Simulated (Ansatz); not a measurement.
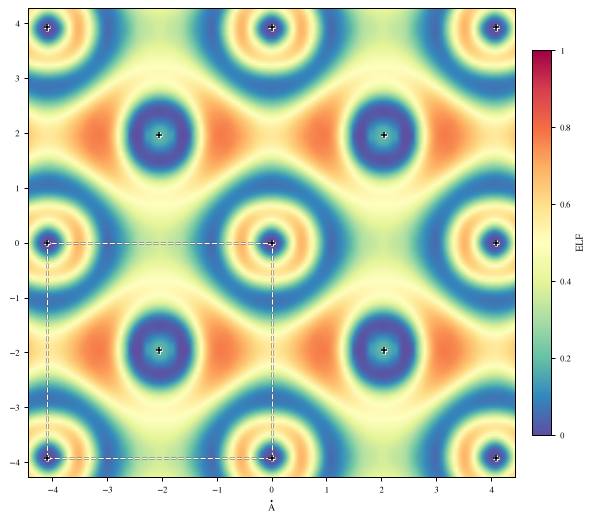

The ELF on a plane through atoms (crosses mark nuclei in the plane).

All numbers below come from Kohn-Sham DFT of a periodic cell, HSEsol, Ansatz PAW in Ansatz.

Candidates:
A. SiO, a = 2.81 Å, b = 2.81 Å, c = 2.81 Å, α = 90.00°, β = 90.00°, γ = 90.00°. Space group Pm-3m; a generated structure, not necessarily the stable one; computed pressure about −5 GPa in this cell.
B. TiAl, a = 2.78 Å, b = 2.78 Å, c = 4.09 Å, α = 90.00°, β = 90.00°, γ = 90.00°. Space group P4/mmm.

### Which candidate gave the map?

Candidate B: TiAl on the (110) plane of the conventional cell, which holds Ti and Al. Ti–Al (2.84 Å): the ELF is about 0.40 at the midpoint.
